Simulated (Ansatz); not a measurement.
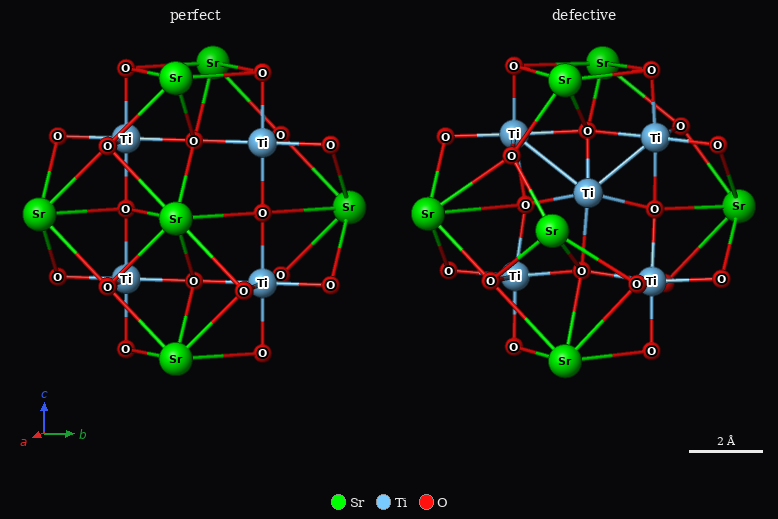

Left: perfect SrTiO3. Right: the same region with one point defect, after relaxing the atoms in a supercell of 40 sites. The picture is a ball-and-stick view of the atoms within 5.4 Å of one point, in a slice 4.2 Å thick across the line of sight, seen slightly off an axis.

Theory: Ansatz, DFT, PBEsol, PAW, plane waves. Settings: plane-wave cutoff 420 eV; k-point mesh 1 × 1 × 1; mesh shifted by (0.25, 0.25, 0.25); no spin polarisation. Fermi-Dirac smearing of 0.01 eV. The axes drawn are those of the host's conventional cell.

**What kind of defect was made?**

An extra titanium atom is put between the host's atoms (an interstitial).

The charge state of the cell is 0.

**What does the relaxation do around it?**

The Ti atom starts with 2 Sr at 1.94 to 1.95 Å, 4 O at 1.94 to 1.95 Å around its place and ends with 5 O at 1.88 to 2.20 Å. Of the host's atoms, a strontium atom moves furthest from its site, by 0.80 Å. The Ti atom itself moves 0.78 Å from where it was put.

Limits of the set-up: the periodic images lie only 7.8 Å apart, so the values are limited by the cell's size.
